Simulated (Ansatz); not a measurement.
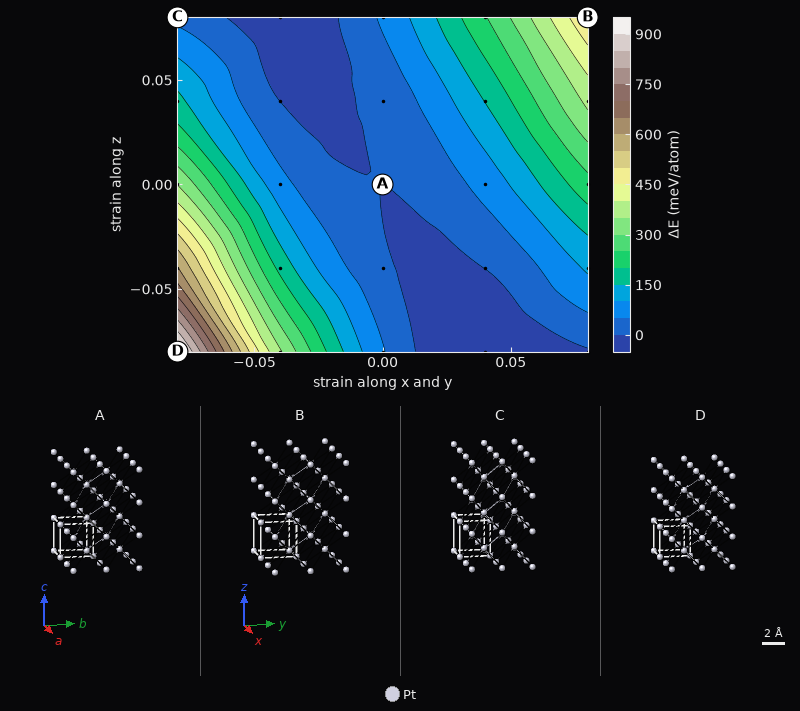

Energy scan for a crystal of Pt (Im-3m), in which the cell is strained equally along x and y and separately along z, with the atoms kept at their fractional coordinates. x, y and z are the Cartesian axes of the input. The map is interpolated between the computed points (dots). The lettered frames are marked on it. Style: ball-and-stick. Shown: the conventional cell (2 times the calculation's cell), repeated 3 × 2 × 3 with one cell outlined, slightly off an axis. Lengths and directions refer to the drawn axes.

Theory: DFT PBE, scalar-relativistic, plane waves, PAW in Ansatz 0.2.0. Settings: plane-wave cutoff 420 eV; k-point mesh 22 × 22 × 22; occupations gaussian; smearing width 0.15 eV; no spin polarisation. Energies (free energies at the smearing named) are counted from the cell as listed in its source, which wasn't relaxed.

Describe the energy landscape.

In pairs of (strain along x and y; strain along z): the lowest computed point lies at (0.040, −0.080) (−47 meV/atom), the highest at (−0.080, −0.080) (938 meV/atom). It lies on the edge of the grid, so the true minimum may be outside the range scanned. The pressure runs from −29.1 GPa at (0.080, 0.080) to 112.3 GPa at (−0.080, −0.080). The frames lie at A (0.000, 0.000): 0 meV/atom, B (0.080, 0.080): 496 meV/atom, C (−0.080, 0.080): 36 meV/atom, D (−0.080, −0.080): 938 meV/atom.
